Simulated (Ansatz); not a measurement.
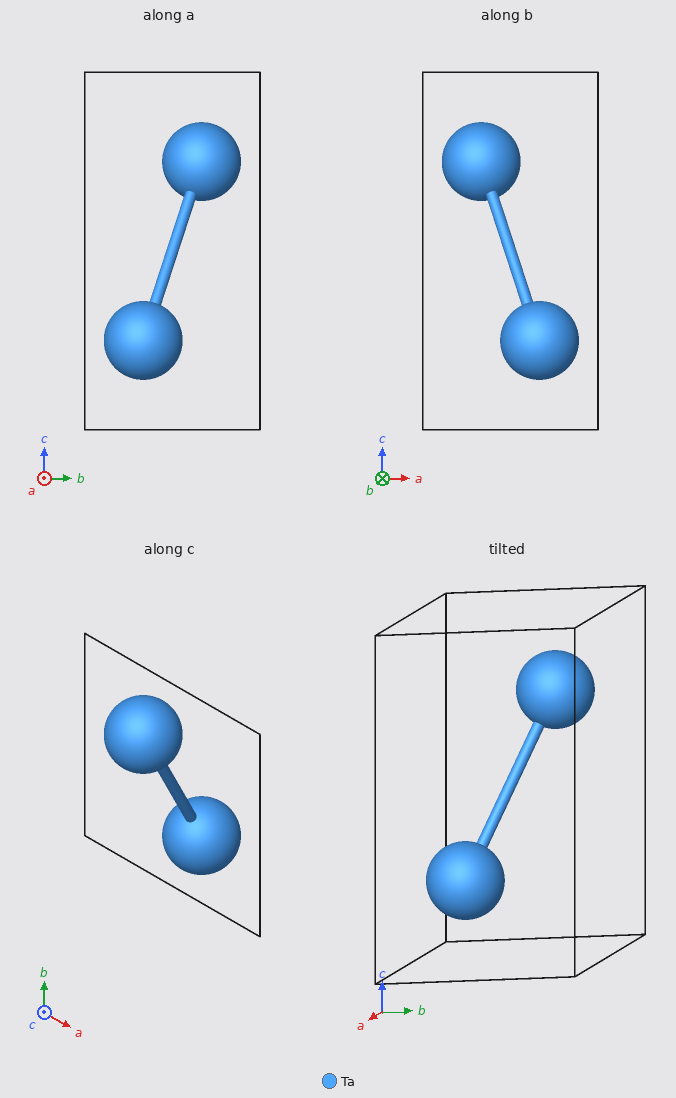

The crystal in a ball-and-stick representation, seen along the a axis, along the b axis, along the c axis and slightly off an axis. The conventional unit cell is drawn as a box.

Lattice parameters: a = 2.886 Å, b = 2.886 Å, c = 5.105 Å, α = 90.00°, β = 90.00°, γ = 120.00°.

### Write down what is shown as a table of Wyckoff sites.

Space group P6_3/mmc (No. 194).
```json
{"atom": "Ta", "site": "2d", "x": "0.3333", "y": "0.6667", "z": "0.7500"}
```

The initial geometry was a structure type filled with this element by a generator (whether the element takes this form wasn't checked). It was relaxed at fixed volume with Ansatz, DFT r2SCAN, scalar-relativistic, plane waves, PAW.
